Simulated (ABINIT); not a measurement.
**AgCl: dielectric calculation (part 2 of 2)**

Continued. System: AgCl (Fm-3m, 2 atoms in the cell). Method: Kohn-Sham DFT of a periodic cell, PBE, PseudoDojo NC SR PBE v0.4.1 standard, no spin polarisation (ABINIT 10.8.3); cutoff 1088.46 eV, 4×4×4 k-mesh, fixed occupations. The structure derives from an entry of the Crystallography Open Database.

Geometry of the input (Å; fractional positions):
```
0.0000  2.7350  2.7350
2.7350  0.0000  2.7350
2.7350  2.7350  0.0000
Ag 0.0000  0.0000  0.0000
Cl 0.5000  0.5000  0.5000
```

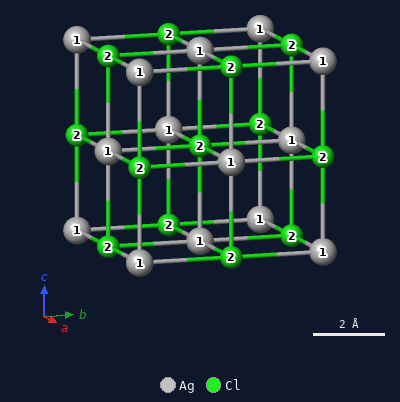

Fig. 1: The input geometry (ball-and-stick view of the cell 4 times as large as that of the calculation, set on its symmetry axes, seen slightly off an axis; atoms are numbered from 1 in the order of the input).

Log, continued
```
================================================================================

--------------------------------------------------------------------------------
 Perturbation wavevector (in red.coord.)   0.000000  0.000000  0.000000
 Perturbation : derivative vs k along direction   1
 The set of symmetries contains only one element for this perturbation.
 symkpt : not enough symmetry to change the number of k points.

--------------------------------------------------------------------------------

--------------------------------------------------------------------------------

 Initialisation of the first-order wave-functions :
  ireadwf=   0

--- !BeginCycle
iteration_state: {dtset: 2, }
solver: {iscf: -3, nstep: 80, nline: 4, wfoptalg: 0, }
tolerances: {tolwfr: 1.00E-18, }
...

     iter   2DEtotal(Ha)        deltaE(Ha) residm    vres2
-ETOT  1  -28.849541183892     -2.885E+01 5.174E-01 0.000E+00
 ETOT  2  -29.109221713980     -2.597E-01 2.320E-02 0.000E+00
 ETOT  3  -29.119804645131     -1.058E-02 2.118E-03 0.000E+00
 ETOT  4  -29.120463330566     -6.587E-04 1.505E-04 0.000E+00
 ETOT  5  -29.120512241350     -4.891E-05 1.647E-05 0.000E+00
 ETOT  6  -29.120516224931     -3.984E-06 1.538E-06 0.000E+00
 ETOT  7  -29.120516571918     -3.470E-07 1.583E-07 0.000E+00
 ETOT  8  -29.120516603631     -3.171E-08 1.725E-08 0.000E+00
 ETOT  9  -29.120516606640     -3.009E-09 1.604E-09 0.000E+00
 ETOT 10  -29.120516606934     -2.938E-10 2.010E-10 0.000E+00
 ETOT 11  -29.120516606963     -2.930E-11 1.744E-11 0.000E+00
 ETOT 12  -29.120516606966     -2.995E-12 2.400E-12 0.000E+00
 ETOT 13  -29.120516606967     -4.619E-13 2.070E-13 0.000E+00
 ETOT 14  -29.120516606967      1.776E-14 2.922E-14 0.000E+00
 ETOT 15  -29.120516606967     -3.553E-15 2.512E-15 0.000E+00
 ETOT 16  -29.120516606967      3.553E-14 3.613E-16 0.000E+00
 ETOT 17  -29.120516606967      7.105E-15 3.106E-17 0.000E+00
 ETOT 18  -29.120516606967      1.066E-14 4.523E-18 0.000E+00
 ETOT 19  -29.120516606967     -2.842E-14 9.990E-19 0.000E+00

 At SCF step   19   max residual=  9.99E-19 < tolwfr=  1.00E-18 =>converged.
================================================================================

 ----iterations are completed or convergence reached----

 Mean square residual over all n,k,spin=   52.897E-20; max=  99.895E-20
 dfpt_looppert : ek2=    5.7638404131E+01
          f-sum rule ratio=    1.0000434965E+00
 Expectation of eigenvalue derivatives (hartree) for nkpt= 128  k points:
  (in case of degenerate eigenvalues, averaged derivative)
 kpt#   1, nband= 13, wtk=  0.00781, kpt= -0.1250 -0.2500  0.0000 (reduced coord)
  -0.00001   -0.00005    0.00007    0.00010   -0.00732    0.07883   -0.15169   -0.11952
   0.06437    0.00552   -0.05612    0.18016    0.14327
 prteigrs : prtvol=0 or 1, do not print more k-points.

 2DEtotal=   -0.2912051661E+02 Ha. Also 2DEtotal=   -0.792409625075E+03 eV
    (  non-var. 2DEtotal :   -2.9120516604E+01 Ha)

--------------------------------------------------------------------------------
 Perturbation wavevector (in red.coord.)   0.000000  0.000000  0.000000
 Perturbation : derivative vs k along direction   2
 The set of symmetries contains only one element for this perturbation.
 symkpt : not enough symmetry to change the number of k points.

--------------------------------------------------------------------------------

--------------------------------------------------------------------------------

 Initialisation of the first-order wave-functions :
  ireadwf=   0

--- !BeginCycle
iteration_state: {dtset: 2, }
solver: {iscf: -3, nstep: 80, nline: 4, wfoptalg: 0, }
tolerances: {tolwfr: 1.00E-18, }
...

     iter   2DEtotal(Ha)        deltaE(Ha) residm    vres2
-ETOT  1  -28.849541183464     -2.885E+01 5.174E-01 0.000E+00
 ETOT  2  -29.109221713548     -2.597E-01 2.320E-02 0.000E+00
 ETOT  3  -29.119804644699     -1.058E-02 2.118E-03 0.000E+00
 ETOT  4  -29.120463330134     -6.587E-04 1.505E-04 0.000E+00
 ETOT  5  -29.120512240918     -4.891E-05 1.647E-05 0.000E+00
 ETOT  6  -29.120516224499     -3.984E-06 1.538E-06 0.000E+00
 ETOT  7  -29.120516571485     -3.470E-07 1.583E-07 0.000E+00
 ETOT  8  -29.120516603199     -3.171E-08 1.725E-08 0.000E+00
 ETOT  9  -29.120516606208     -3.009E-09 1.604E-09 0.000E+00
 ETOT 10  -29.120516606502     -2.939E-10 2.010E-10 0.000E+00
 ETOT 11  -29.120516606531     -2.937E-11 1.744E-11 0.000E+00
 ETOT 12  -29.120516606534     -3.059E-12 2.400E-12 0.000E+00
 ETOT 13  -29.120516606534     -3.659E-13 2.070E-13 0.000E+00
 ETOT 14  -29.120516606534     -6.395E-14 2.922E-14 0.000E+00
 ETOT 15  -29.120516606534      7.461E-14 2.512E-15 0.000E+00
 ETOT 16  -29.120516606534     -3.197E-14 3.613E-16 0.000E+00
 ETOT 17  -29.120516606534     -5.329E-14 3.106E-17 0.000E+00
 ETOT 18  -29.120516606534      3.197E-14 4.523E-18 0.000E+00
 ETOT 19  -29.120516606534      3.553E-15 9.990E-19 0.000E+00

 At SCF step   19   max residual=  9.99E-19 < tolwfr=  1.00E-18 =>converged.
================================================================================

 ----iterations are completed or convergence reached----

 Mean square residual over all n,k,spin=   52.993E-20; max=  99.895E-20
 dfpt_looppert : ek2=    5.7638404131E+01
          f-sum rule ratio=    1.0000434965E+00
 Expectation of eigenvalue derivatives (hartree) for nkpt= 128  k points:
  (in case of degenerate eigenvalues, averaged derivative)
 kpt#   1, nband= 13, wtk=  0.00781, kpt= -0.1250 -0.2500  0.0000 (reduced coord)
  -0.00001    0.00036    0.00007    0.00006   -0.04878    0.17286    0.21876    0.17413
  -0.03992   -0.05222   -0.01411   -0.19551   -0.20880
 prteigrs : prtvol=0 or 1, do not print more k-points.

 2DEtotal=   -0.2912051661E+02 Ha. Also 2DEtotal=   -0.792409625063E+03 eV
    (  non-var. 2DEtotal :   -2.9120516604E+01 Ha)

--------------------------------------------------------------------------------
 Perturbation wavevector (in red.coord.)   0.000000  0.000000  0.000000
 Perturbation : derivative vs k along direction   3
 The set of symmetries contains only one element for this perturbation.
 symkpt : not enough symmetry to change the number of k points.

--------------------------------------------------------------------------------

--------------------------------------------------------------------------------

 Initialisation of the first-order wave-functions :
  ireadwf=   0

--- !BeginCycle
iteration_state: {dtset: 2, }
solver: {iscf: -3, nstep: 80, nline: 4, wfoptalg: 0, }
tolerances: {tolwfr: 1.00E-18, }
...

     iter   2DEtotal(Ha)        deltaE(Ha) residm    vres2
-ETOT  1  -28.849541183036     -2.885E+01 5.174E-01 0.000E+00
 ETOT  2  -29.109221713116     -2.597E-01 2.320E-02 0.000E+00
 ETOT  3  -29.119804644266     -1.058E-02 2.118E-03 0.000E+00
 ETOT  4  -29.120463329701     -6.587E-04 1.505E-04 0.000E+00
 ETOT  5  -29.120512240485     -4.891E-05 1.647E-05 0.000E+00
 ETOT  6  -29.120516224067     -3.984E-06 1.538E-06 0.000E+00
 ETOT  7  -29.120516571053     -3.470E-07 1.583E-07 0.000E+00
 ETOT  8  -29.120516602767     -3.171E-08 1.725E-08 0.000E+00
 ETOT  9  -29.120516605775     -3.009E-09 1.604E-09 0.000E+00
 ETOT 10  -29.120516606069     -2.938E-10 2.010E-10 0.000E+00
 ETOT 11  -29.120516606099     -2.933E-11 1.744E-11 0.000E+00
 ETOT 12  -29.120516606102     -2.924E-12 2.400E-12 0.000E+00
 ETOT 13  -29.120516606102     -2.629E-13 2.070E-13 0.000E+00
 ETOT 14  -29.120516606102     -1.066E-14 2.922E-14 0.000E+00
 ETOT 15  -29.120516606102     -1.279E-13 2.512E-15 0.000E+00
 ETOT 16  -29.120516606102      4.619E-14 3.613E-16 0.000E+00
 ETOT 17  -29.120516606102     -2.842E-14 3.106E-17 0.000E+00
 ETOT 18  -29.120516606102      1.421E-14 4.523E-18 0.000E+00
 ETOT 19  -29.120516606102     -2.132E-14 9.990E-19 0.000E+00

 At SCF step   19   max residual=  9.99E-19 < tolwfr=  1.00E-18 =>converged.
================================================================================

 ----iterations are completed or convergence reached----

 Mean square residual over all n,k,spin=   52.916E-20; max=  99.896E-20
 dfpt_looppert : ek2=    5.7638404131E+01
          f-sum rule ratio=    1.0000434964E+00
 Expectation of eigenvalue derivatives (hartree) for nkpt= 128  k points:
  (in case of degenerate eigenvalues, averaged derivative)
 kpt#   1, nband= 13, wtk=  0.00781, kpt= -0.1250 -0.2500  0.0000 (reduced coord)
   0.00001   -0.00016   -0.00007   -0.00008    0.02805   -0.12585   -0.03353   -0.02731
  -0.01222    0.02335    0.03511    0.00768    0.03277
 prteigrs : prtvol=0 or 1, do not print more k-points.

 2DEtotal=   -0.2912051661E+02 Ha. Also 2DEtotal=   -0.792409625051E+03 eV
    (  non-var. 2DEtotal :   -2.9120516603E+01 Ha)
================================================================================

 ---- first-order wavefunction calculations are completed ----

 Total localisation tensor (bohr^2) in cartesian coordinates
  WARNING : still subject to testing - especially symmetries.
      direction              matrix element
   alpha     beta       real part   imaginary part
     1        1       1.0077966009   -0.0000000000
     1        2       0.5038983004   -0.0000000000
     1        3       0.5038983004   -0.0000000000
     2        1       0.5038983004   -0.0000000000
     2        2       1.0077966009    0.0000000000
     2        3       0.5038983005    0.0000000000
     3        1       0.5038983004   -0.0000000000
     3        2       0.5038983005    0.0000000000
     3        3       1.0077966009    0.0000000000

 respfn : d/dk was computed, but no 2DTE, so no DDB output.

================================================================================
== DATASET  3 ==================================================================

--- !DatasetInfo
iteration_state: {dtset: 3, }
dimensions: {natom: 2, nkpt: 128, mband: 13, nsppol: 1, nspinor: 1, nspden: 1, mpw: 3353, }
cutoff_energies: {ecut:  40.0, pawecutdg:  -1.0, }
electrons: {nelect:   2.60000000E+01, charge:   0.00000000E+00, occopt:   1.00000000E+00, tsmear:   1.00000000E-02, }
meta: {optdriver: 1, rfelfd: 3, }
...

 mkfilename : getwfk/=0, take file _WFK from output of DATASET   1.

 mkfilename : getddk/=0, take file _1WF from output of DATASET   2.

 Exchange-correlation functional for the present dataset will be:
  GGA: Perdew-Burke-Ernzerhof functional - ixc=11
  J.P.Perdew, K.Burke, M.Ernzerhof, PRL 77, 3865 (1996)

 Real(R)+Recip(G) space primitive vectors, cartesian coordinates (Bohr,Bohr^-1):
 R(1)=  0.0000000  5.1684010  5.1684010  G(1)= -0.0967417  0.0967417  0.0967417
 R(2)=  5.1684010  0.0000000  5.1684010  G(2)=  0.0967417 -0.0967417  0.0967417
 R(3)=  5.1684010  5.1684010  0.0000000  G(3)=  0.0967417  0.0967417 -0.0967417
 Unit cell volume ucvol=  2.7612046E+02 bohr^3
 Angles (23,13,12)=  6.00000000E+01  6.00000000E+01  6.00000000E+01 degrees
 setup1 : take into account q-point for computing boxcut.

 getcut: wavevector=  0.0000  0.0000  0.0000  ngfft=  45  45  45
         ecut(hartree)=     40.000   => boxcut(ratio)=   2.11440
--------------------------------------------------------------------------------

 ==>  initialize data related to q vector <==

 The list of irreducible perturbations for this q vector is:
    1)    idir= 1    ipert=   4

================================================================================

 The perturbation idir=   2  ipert=   4 is
 symmetric of a previously calculated perturbation.
 So, its SCF calculation is not needed.

 The perturbation idir=   3  ipert=   4 is
 symmetric of a previously calculated perturbation.
 So, its SCF calculation is not needed.

--------------------------------------------------------------------------------
 Perturbation wavevector (in red.coord.)   0.000000  0.000000  0.000000
 Perturbation : homogeneous electric field along direction   1
 The set of symmetries contains only one element for this perturbation.
 symkpt : not enough symmetry to change the number of k points.

--------------------------------------------------------------------------------

--------------------------------------------------------------------------------

 Initialisation of the first-order wave-functions :
  ireadwf=   0

--- !BeginCycle
iteration_state: {dtset: 3, }
solver: {iscf: 7, nstep: 80, nline: 4, wfoptalg: 0, }
tolerances: {tolvrs: 1.00E-09, }
...

     iter   2DEtotal(Ha)        deltaE(Ha) residm    vres2
-ETOT  1  -95.269638053371     -9.527E+01 4.610E+00 2.328E+04
 ETOT  2  -101.79656296439     -6.527E+00 1.545E-01 4.288E+03
 ETOT  3  -103.10925155391     -1.313E+00 1.028E-02 3.207E+01
 ETOT  4  -103.12425333519     -1.500E-02 1.761E-03 2.618E+00
 ETOT  5  -103.12530530970     -1.052E-03 8.815E-05 4.664E-02
 ETOT  6  -103.12536596373     -6.065E-05 1.550E-05 1.046E-02
 ETOT  7  -103.12537290744     -6.944E-06 8.830E-07 1.040E-04
 ETOT  8  -103.12537325093     -3.435E-07 1.672E-07 1.163E-05
 ETOT  9  -103.12537327911     -2.818E-08 6.818E-09 2.434E-06
 ETOT 10  -103.12537328191     -2.793E-09 1.456E-09 9.698E-09
 ETOT 11  -103.12537328210     -1.916E-10 6.666E-11 1.373E-08
 ETOT 12  -103.12537328212     -2.341E-11 1.353E-11 1.506E-10

 At SCF step   12       vres2   =  1.51E-10 < tolvrs=  1.00E-09 =>converged.
-open ddk wf file :runo_DS2_1WF7
-open ddk wf file :runo_DS2_1WF8
-open ddk wf file :runo_DS2_1WF9
================================================================================

 ----iterations are completed or convergence reached----

 Mean square residual over all n,k,spin=   77.517E-15; max=  13.527E-12

 2DEtotal=   -0.1031253733E+03 Ha. Also 2DEtotal=   -0.280618436414E+04 eV
    (  non-var. 2DEtotal :   -1.0312537014E+02 Ha)
================================================================================

 ---- first-order wavefunction calculations are completed ----

 ==> Compute Derivative Database <==
 The violation of the charge neutrality conditions
 by the effective charges is as follows :
    atom        electric field
 displacement     direction
       1               1       -0.001129        0.000000
       1               2       -0.000000        0.000000
       1               3       -0.000000        0.000000
       2               1       -0.000000        0.000000
       2               2       -0.001129        0.000000
       2               3        0.000000        0.000000
       3               1        0.000000        0.000000
       3               2        0.000000        0.000000
       3               3       -0.001129        0.000000

 Effective charge tensors after
 imposition of the charge neutrality (if requested by user),
 and eventual restriction to some part :
   atom    displacement
         1         1    1.423074E+00   -3.412181E-15   -1.349084E-15
         1         2   -2.524003E-15    1.423074E+00    1.350931E-15
         1         3    2.524003E-15    3.412181E-15    1.423074E+00
         2         1   -1.423074E+00    3.412181E-15    1.349084E-15
         2         2    2.524003E-15   -1.423074E+00   -1.350931E-15
         2         3   -2.524003E-15   -3.412181E-15   -1.423074E+00
 Now, the imaginary part of the dynamical matrix is zeroed

  Dielectric tensor, in cartesian coordinates,
     j1       j2             matrix element
  dir pert dir pert     real part    imaginary part

   1    4   1    4         5.2341690233        -0.0000000000

   2    4   2    4         5.2341690233        -0.0000000000

   3    4   3    4         5.2341690233        -0.0000000000

  Effective charges, in cartesian coordinates,
  (from electric field response)
   if specified in the inputs, charge neutrality has been imposed
     j1       j2             matrix element
  dir pert dir pert     real part    imaginary part

   1    1   1    4         1.4230736213         0.0000000000
   1    2   1    4        -1.4230736213         0.0000000000

   2    1   2    4         1.4230736213         0.0000000000
   2    2   2    4        -1.4230736213         0.0000000000

   3    1   3    4         1.4230736213         0.0000000000
   3    2   3    4        -1.4230736213         0.0000000000

== END DATASET(S) ==============================================================
================================================================================

 -outvars: echo values of variables after computation  --------
            acell      1.8897261259E+00  1.8897261259E+00  1.8897261259E+00 Bohr
           etotal1    -1.7144744475E+02
           etotal2    -2.9120516606E+01
           etotal3    -1.0312537328E+02
            fcart1    -0.0000000000E+00 -0.0000000000E+00 -0.0000000000E+00
                      -0.0000000000E+00 -0.0000000000E+00 -0.0000000000E+00
            fcart3     0.0000000000E+00  0.0000000000E+00  0.0000000000E+00
                       0.0000000000E+00  0.0000000000E+00  0.0000000000E+00
            rprim      0.0000000000E+00  2.7350000000E+00  2.7350000000E+00
                       2.7350000000E+00  0.0000000000E+00  2.7350000000E+00
                       2.7350000000E+00  2.7350000000E+00  0.0000000000E+00
           strten1    -1.2801725611E-04 -1.2801725611E-04 -1.2801725611E-04
                       0.0000000000E+00  0.0000000000E+00  0.0000000000E+00
           strten3     0.0000000000E+00  0.0000000000E+00  0.0000000000E+00
                       0.0000000000E+00  0.0000000000E+00  0.0000000000E+00
           xangst      0.0000000000E+00  0.0000000000E+00  0.0000000000E+00
                       2.7350000000E+00  2.7350000000E+00  2.7350000000E+00
             xred      0.0000000000E+00  0.0000000000E+00  0.0000000000E+00
                       5.0000000000E-01  5.0000000000E-01  5.0000000000E-01
 Calculation completed.
```

File anaddb.abo
```
.Version 10.8.3 of ANADDB
================================================================================

 -outvars_anaddb: echo values of input variables ----------------------

 Flags :
     dieflag         2
 Miscellaneous information :
         asr         2

================================================================================

 read the DDB information and perform some checks

  ==== Info on the Cryst% object ====
 Real(R)+Recip(G) space primitive vectors, cartesian coordinates (Bohr,Bohr^-1):
 R(1)=  0.0000000  5.1684010  5.1684010  G(1)= -0.0967417  0.0967417  0.0967417
 R(2)=  5.1684010  0.0000000  5.1684010  G(2)=  0.0967417 -0.0967417  0.0967417
 R(3)=  5.1684010  5.1684010  0.0000000  G(3)=  0.0967417  0.0967417 -0.0967417
 Unit cell volume ucvol=  2.7612046E+02 bohr^3
 Angles (23,13,12)=  6.00000000E+01  6.00000000E+01  6.00000000E+01 degrees
 Time-reversal symmetry is present
 Reduced atomic positions [iatom, xred, symbol]:
    1)    0.0000000  0.0000000  0.0000000  Ag
    2)    0.5000000  0.5000000  0.5000000  Cl

 DDB file with 3 blocks has been read.

================================================================================

 Dielectric Tensor and Effective Charges

 anaddb : Zero the imaginary part of the Dynamical Matrix at Gamma,
   and impose the ASR on the effective charges

 The violation of the charge neutrality conditions
 by the effective charges is as follows :
    atom        electric field
 displacement     direction
       1               1       -0.001129        0.000000
       1               2        0.000000        0.000000
       1               3        0.000000        0.000000
       2               1        0.000000        0.000000
       2               2       -0.001129        0.000000
       2               3       -0.000000        0.000000
       3               1       -0.000000        0.000000
       3               2       -0.000000        0.000000
       3               3       -0.001129        0.000000

 Effective charge tensors after
 imposition of the charge neutrality (if requested by user),
 and eventual restriction to some part :
   atom    displacement
         1         1    1.423074E+00    2.131138E-16    2.126399E-16
         1         2    2.131138E-16    1.423074E+00   -2.135877E-16
         1         3   -2.131138E-16   -2.131138E-16    1.423074E+00
         2         1   -1.423074E+00   -2.131138E-16   -2.126399E-16
         2         2   -2.131138E-16   -1.423074E+00    2.135877E-16
         2         3    2.131138E-16    2.131138E-16   -1.423074E+00
 Now, the imaginary part of the dynamical matrix is zeroed

================================================================================

 anaddb : the run completed successfully.
```

Key numbers

| quantity | value |
| --- | --- |
| outcome | converged |
| space group (tolerance 0.01 Å) | Fm-3m (225) |
| electrons treated | 26 |
| free energy | −4665.3226 eV |
| Fermi energy of the self-consistent step | 5.003 eV |
| pressure | 3.77 GPa |
| largest force (length of the vector) | under 0.001 eV/Å |
| ε∞ (xx, yy, zz) | 5.23, 5.23, 5.23 |
| Born charges (mean of the diagonal) | Ag1 (1.42 e); Cl2 (−1.42 e) |
| hardware | 1 thread of Arm Neoverse V1, 24 GiB of memory available, shared host |
| wall time | 19 min |
| peak memory | 0.35 GiB |

Remarks

The k-point mesh is coarse for a cell of this size, so the results may not be converged.
